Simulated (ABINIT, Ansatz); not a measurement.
# CdTe (F-43m): changed settings of a GW run in ABINIT

What do changed inputs do to GW on CdTe (F-43m)?

Program: ABINIT 10.8.3. Level of theory: PBE and many-body steps on it, plane waves. Results are calculated unless marked as measured.

### Step 1. The starting structure

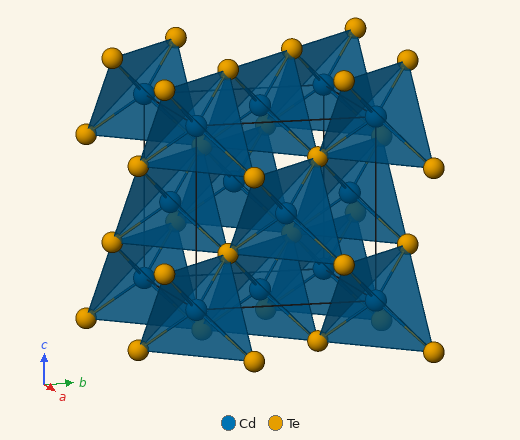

Start, viewed slightly off an axis; cadmium blue, tellurium orange. This picture shows the conventional cell, with its axes. Some periodic images of atoms are drawn too.

The cell and positions come from the Crystallography Open Database and are kept as given unless a step says otherwise. Spin-orbit coupling is left out unless a step names it.

### Step 2. Screening, 4×4×4 mesh, 271 bands, screening to 212.2 eV

This step: ABINIT 10.8.3; RPA screening on PBE, plane waves, norm-conserving pseudopotentials.

The RPA dielectric matrix is built and inverted for each q.

Input file run.abi:

```
acell 3*1.0 Angstrom
rprim 
  0.000000000000 3.240000000000 3.240000000000
  3.240000000000 0.000000000000 3.240000000000
  3.240000000000 3.240000000000 0.000000000000
ntypat 2
znucl 48 52
natom 2
typat 1 2
xred 
  0.000000000000 0.000000000000 0.000000000000
  0.250000000000 0.250000000000 0.250000000000
pp_dirpath "pseudos"
pseudos "Cd.upf, Te.upf"
ecut 47
ngkpt 4 4 4
nshiftk 1
shiftk 0 0 0
kptopt 1
chksymbreak 0
istwfk *1
occopt 1
irdwfk 1
optdriver 3
nband 271
ecuteps 7.8
inclvkb 2
awtr 1
symchi 1
indata_prefix "in"
outdata_prefix "out"
tmpdata_prefix "tmp"
```

Command:

```console
OMP_NUM_THREADS=1 mpirun -n 8 abinit run.abi > log
```

Log:

```text
.Version 10.8.3 of ABINIT. v10.8.2 released Aug 2026.

 Symmetries : space group F-4 3 m (#216); Bravais cF (face-center cubic)
[... echo of the input left out ...]
== DATASET  1 ==================================================================
-   mpi_nproc: 8, omp_nthreads: 1 (-1 if OMP is not activated)

--- !DatasetInfo
iteration_state: {dtset: 1, }
dimensions: {natom: 2, nkpt: 8, mband: 271, nsppol: 1, nspinor: 1, nspden: 1, mpw: 7120, }
cutoff_energies: {ecut:  47.0, pawecutdg:  -1.0, }
electrons: {nelect:   4.40000000E+01, charge:   0.00000000E+00, occopt:   1.00000000E+00, tsmear:   1.00000000E-02, }

 SCREENING: Calculation of the susceptibility and dielectric matrices

 Based on a program developped by R.W. Godby, V. Olevano, G. Onida, and L. Reining.
 Incorporated in ABINIT by V. Olevano, G.-M. Rignanese, and M. Torrent.
.Using double precision arithmetic ; gwpc =  8

[... cell and pseudopotentials left out ...]
--------------------------------------------------------------------------------

 ==== K-mesh for the wavefunctions ====
 Number of points in the irreducible wedge :     8
[... list of points left out ...]
 Together with 24 symmetry operations and time-reversal symmetry
 yields    64 points in the full Brillouin Zone.

 ==== Q-mesh for the screening function ====
 Number of points in the irreducible wedge :     8
[... list of points left out ...]
 Together with 24 symmetry operations and time-reversal symmetry
 yields    64 points in the full Brillouin Zone.

 setmesh: FFT mesh size selected  =    40x   40x   40
          total number of points  =        64000

 vcoul_init : cutoff-mode = AUXILIARY_FUNCTION
 q-points for optical limit:   1
     1)      0.000010    0.000020    0.000030

- screening: taking advantage of time-reversal symmetry
- Maximum band index for partially occupied states nbvw = 22
- Remaining bands to be divided among processors   nbcw = 249
- Number of bands treated by each node ~31

 Number of electrons calculated from density =   44.0000; Expected =   44.0000
 average of density, n =  0.095850
 r_s =    1.3555
 omega_plasma =   29.8642 [eV]

 calculating chi0 at frequencies [eV] :
  1    0.000000E+00    0.000000E+00
  2    0.000000E+00    2.986422E+01

--------------------------------------------------------------------------------
  q-point number  1        q = ( 0.000000, 0.000000, 0.000000) [r.l.u.]
--------------------------------------------------------------------------------
[... chi0 elements left out ...]
 For q-point:  0.000010 0.000020 0.000030
  dielectric constant =  25.8078
  dielectric constant without local fields =  27.0572

  Average fulfillment of the sum rule on Im[epsilon] for q-point    1 :     75.61  [%]
[... wings left out ...]
  q-point number  2        q = ( 0.250000, 0.000000, 0.000000) [r.l.u.]
--------------------------------------------------------------------------------
[... chi0 elements left out ...]
  Average fulfillment of the sum rule on Im[epsilon] for q-point    2 :     82.59  [%]

 [... 6 further q-points ...]
```

Wall time 7.4 min (8 MPI ranks of Arm Neoverse N1, shared host); peak memory 4.8 GiB.

This step gave:

```
ε∞ with local fields, on this mesh, along the program's q direction : 25.81
the same without local fields                                       : 27.06
plasma frequency                                                    : 29.86 eV
plane waves in the screening matrix                                 : 531
```

Local fields lower ε∞ by 5 %.

### Step 3. Base

The self-energy is evaluated for the states that the input lists, and the levels follow from it, in one-shot runs by the linearised quasiparticle equation.

This step: G0W0 on PBE, plane waves, norm-conserving pseudopotentials.

Edit run.abi of step 2 so:

```diff
@@ -23,8 +23,15 @@
 irdwfk 1
-optdriver 3
+optdriver 4
 nband 271
+gwcalctyp 0
+ecutsigx 47
+symsigma 1
+nkptgw 1
+kptgw 
+  0.0000000000 0.0000000000 0.0000000000
+bdgw 
+  20 26
 ecuteps 7.8
-inclvkb 2
-awtr 1
-symchi 1
+irdscr 1
+ppmodel 1
 indata_prefix "in"
```

Log:

```text
.Version 10.8.3 of ABINIT. v10.8.2 released Aug 2026.

 Symmetries : space group F-4 3 m (#216); Bravais cF (face-center cubic)
[... echo of the input left out ...]
== DATASET  1 ==================================================================
-   mpi_nproc: 8, omp_nthreads: 1 (-1 if OMP is not activated)

--- !DatasetInfo
iteration_state: {dtset: 1, }
dimensions: {natom: 2, nkpt: 8, mband: 271, nsppol: 1, nspinor: 1, nspden: 1, mpw: 7120, }
cutoff_energies: {ecut:  47.0, pawecutdg:  -1.0, }
electrons: {nelect:   4.40000000E+01, charge:   0.00000000E+00, occopt:   1.00000000E+00, tsmear:   1.00000000E-02, }

 SIGMA: Calculation of the GW corrections

 Based on a program developped by R.W. Godby, V. Olevano, G. Onida, and L. Reining.
 Incorporated in ABINIT by V. Olevano, G.-M. Rignanese, and M. Torrent.
.Using double precision arithmetic ; gwpc =  8

[... cell and pseudopotentials left out ...]
--------------------------------------------------------------------------------

 ==== K-mesh for the wavefunctions ====
 Number of points in the irreducible wedge :     8
[... list of points left out ...]
 Together with 24 symmetry operations and time-reversal symmetry
 yields    64 points in the full Brillouin Zone.

 ==== Q-mesh for screening function ====
 Number of points in the irreducible wedge :     8
[... list of points left out ...]
 Together with 24 symmetry operations and time-reversal symmetry
 yields    64 points in the full Brillouin Zone.

 vcoul_init : cutoff-mode = AUXILIARY_FUNCTION
 q-points for optical limit:   1
     1)      0.000010    0.000020    0.000030
 setmesh: FFT mesh size selected  =    54x   54x   54
          total number of points  =       157464

 Number of electrons calculated from density =   44.0000; Expected =   44.0000
 average of density, n =  0.095850
 r_s =    1.3555
 omega_plasma =   29.8642 [eV]

 === KS Band Gaps ===
  >>>> For spin  1
   Minimum direct gap =   0.7703 [eV], located at k-point      :   0.0000  0.0000  0.0000
   Fundamental gap    =   0.7703 [eV], Top of valence bands at :   0.0000  0.0000  0.0000
                                       Bottom of conduction at :   0.0000  0.0000  0.0000
 SIGMA fundamental parameters:
 PLASMON POLE MODEL  1
 number of plane-waves for SigmaX                 7119
 number of plane-waves for SigmaC and W            531
 number of plane-waves for wavefunctions          7119
 number of bands                                   271
 number of independent spin polarizations            1
 number of spinorial components                      1
 number of k-points in IBZ                           8
 number of q-points in IBZ                           8
 number of symmetry operations                      24
 number of k-points in BZ                           64
 number of q-points in BZ                           64
 number of frequencies for dSigma/dE                 9
 frequency step for dSigma/dE [eV]                0.25
 number of omega for Sigma on real axis              0
 max omega for Sigma on real axis  [eV]           0.00
 zcut for avoiding poles [eV]                     0.10

 EPSILON^-1 parameters (SCR file):
 dimension of the eps^-1 matrix on file            531
 dimension of the eps^-1 matrix used               531
 number of plane-waves for wavefunctions          7119
 number of bands                                   271
 number of q-points in IBZ                           8
 number of frequencies                               2
 number of real frequencies                          1
 number of imag frequencies                          1

 matrix elements of self-energy operator (all in [eV])

 Perturbative Calculation

--- !SelfEnergy_ee
iteration_state: {dtset: 1, }
kpoint     : [   0.000,    0.000,    0.000, ]
spin       : 1
KS_gap     :    0.770
QP_gap     :    1.548
Delta_QP_KS:    0.777
data: !SigmaeeData |
     Band     E0 <VxcDFT>   SigX SigC(E0)      Z dSigC/dE  Sig(E)    E-E0       E
       20   5.394 -14.421 -16.441   1.149   0.798  -0.253 -15.116  -0.695   4.699
       21   5.394 -14.421 -16.441   1.149   0.798  -0.253 -15.116  -0.695   4.699
       22   5.394 -14.421 -16.441   1.149   0.798  -0.253 -15.116  -0.695   4.699
       23   6.164 -11.984  -8.100  -3.782   0.811  -0.234 -11.901   0.082   6.246
       24  10.016 -10.133  -5.910  -4.186   0.803  -0.245 -10.103   0.030  10.046
       25  10.016 -10.133  -5.910  -4.186   0.803  -0.245 -10.103   0.030  10.046
       26  10.016 -10.133  -5.910  -4.186   0.803  -0.245 -10.103   0.030  10.046

== END DATASET(S) ==============================================================
================================================================================

 -outvars: echo values of variables after computation  --------
           etotal      0.0000000000E+00
            nband         271
             nkpt           8
          spgroup         216
 [... the other variables as echoed above ...]

 Calculation completed.
```

It took 50 s on 8 MPI ranks; peak memory 4.4 GiB.

Numbers from this step:

* G0W0 gap on the points computed: 1.547 eV
* starting gap on the mesh: 0.7704 eV
* k of the valence top: 0, 0, 0
* k of the conduction bottom: 0, 0, 0
* Z at the valence top: 0.798
* Z at the conduction bottom: 0.811
* least direct G0W0 gap on the computed points: 1.547 eV

The gap on the mesh goes from 0.77 eV to 1.55 eV, a correction of +0.78 eV.

### Step 4. Contour deformation on a plasmon-pole file

Edit run.abi of step 3 so:

```diff
@@ -25,3 +25,3 @@
 nband 271
-gwcalctyp 0
+gwcalctyp 2
 ecutsigx 47
@@ -35,3 +35,2 @@
 irdscr 1
-ppmodel 1
 indata_prefix "in"
```

Log:

```text
.Version 10.8.3 of ABINIT. v10.8.2 released Aug 2026.

 Symmetries : space group F-4 3 m (#216); Bravais cF (face-center cubic)
================================================================================
 Values of the parameters that define the memory need of the present run
     intxc =       0    ionmov =       0      iscf =       7    lmnmax =       8
     lnmax =       8     mgfft =      54  mpssoang =       4    mqgrid =    3001
     natom =       2  nloc_mem =       1    nspden =       1   nspinor =       1
    nsppol =       1      nsym =      24    n1xccc =    2501    ntypat =       2
    occopt =       1   xclevel =       2
-    mband =         271        mffmem =           1         mkmem =           1
       mpw =        7120          nfft =      157464          nkpt =           8
================================================================================
  Rough estimation (10% accuracy) of disk space for files :
================================================================================

--------------------------------------------------------------------------------
------------- Echo of variables that govern the present computation ------------
--------------------------------------------------------------------------------
 -outvars: echo values of preprocessed input variables --------
            acell      1.8897261259E+00  1.8897261259E+00  1.8897261259E+00 Bohr

             bdgw          20      26
      chksymbreak           0
             ecut      4.70000000E+01 Hartree
          ecuteps      7.80000000E+00 Hartree
         ecutsigx      4.70000000E+01 Hartree
          ecutwfn      4.70000000E+01 Hartree
-          fftalg         312
        gwcalctyp           2
           irdscr           1
           irdwfk           1

[...]
setmesh: FFT mesh size selected  =    54x   54x   54
          total number of points  =       157464

 Number of electrons calculated from density =   44.0000; Expected =   44.0000
 average of density, n =  0.095850
 r_s =    1.3555
 omega_plasma =   29.8642 [eV]

 === KS Band Gaps ===
  >>>> For spin  1
   Minimum direct gap =   0.7703 [eV], located at k-point      :   0.0000  0.0000  0.0000
   Fundamental gap    =   0.7703 [eV], Top of valence bands at :   0.0000  0.0000  0.0000
                                       Bottom of conduction at :   0.0000  0.0000  0.0000
 SIGMA fundamental parameters:
 CONTOUR DEFORMATION
 number of plane-waves for SigmaX                 7119
 number of plane-waves for SigmaC and W            531
 number of plane-waves for wavefunctions          7119
 number of bands                                   271
 number of independent spin polarizations            1
 number of spinorial components                      1
 number of k-points in IBZ                           8
 number of q-points in IBZ                           8
 number of symmetry operations                      24
 number of k-points in BZ                           64
 number of q-points in BZ                           64
 number of frequencies for dSigma/dE                 9
 frequency step for dSigma/dE [eV]                0.25
 number of omega for Sigma on real axis              0
 max omega for Sigma on real axis  [eV]           0.00
 zcut for avoiding poles [eV]                     0.10

 EPSILON^-1 parameters (SCR file):
 dimension of the eps^-1 matrix on file            531
 dimension of the eps^-1 matrix used               531
 number of plane-waves for wavefunctions          7119
 number of bands                                   271
 number of q-points in IBZ                           8
 number of frequencies                               2
 number of real frequencies                          1
 number of imag frequencies                          1

 matrix elements of self-energy operator (all in [eV])

 Perturbative Calculation

--- !ERROR
message: |
    Fatal error

--- !ERROR
message: |
    Fatal error

--- from the log ---
Fatal error
```

Run time: 5.4 s. Hardware: 8 MPI ranks; peak memory 0.36 GiB; 37 s of CPU time.

The run stopped with an error after 5.4 s.

The fault put into this input: contour deformation on a plasmon-pole file.

### Step 5. The runs together

Times are wall times on 8 MPI ranks of Arm Neoverse N1, shared host, good to a factor of about two. A run's time includes the screening step that it read.

| run | mesh | bands | screening cutoff (eV) | DFT gap (eV) | gap on the mesh (eV) | direct (eV) | ε∞ used | time |
| --- | --- | --- | --- | --- | --- | --- | --- | --- |
| base | 4×4×4 | 271 | 212.2 | 0.770 | 1.547 | 1.547 | 25.81 | 8.2 min |

### Step 6. What came out

- base: 1.547 eV
- known limits: not at the basis limit; mesh may overstate the screening; no spin-orbit coupling; coarse k mesh

**Reading.** Bands and cutoff are finite, so the gap is not at the basis limit. The miss can reach some tenths of an eV and take either sign; the mesh is an error of its own. In the G0W0 run levels were corrected at 1 k point alone, so a gap called «on the mesh» is the least over those, and an edge elsewhere would be missed. The 4×4×4 mesh is coarse for this cell, which bears on the long-range parts of exchange and screening. The RPA ε∞ on this mesh reaches over 25; with a narrow direct gap a coarse mesh can overstate it, and the correction is then too small. The many-body steps are scalar-relativistic: spin-orbit coupling is not in them.

[Paths, hosts, dates, memory and timing lines, banners, echoed tables and standing remarks are left out of the program output.]

[Logs are printed without paths, hosts, clocks, repeated set-up lines and the standing remarks that a program may print on its own settings, such as how far it seeks lower states.]

[Runs of the session that timed out or met a known fault of the program may be left out.]

[No measured gap is set beside runs whose start may be inverted or whose files or cutoffs have a known fault.]

[Hosts, paths, dates, database ids (printed as entryN), source tags and the programs' standing remarks are cut or masked in the printed files.]

[G0W0 gaps are taken among the corrected bands and points alone; a level outside them can change the order at an edge.]

[Where Ansatz stands beside ABINIT at settings called matched, ABINIT's density can come from a denser mesh and the files from another edition; pairs whose starting gaps differed by over 0.03 eV were left out, so agreement reads better than it is.]
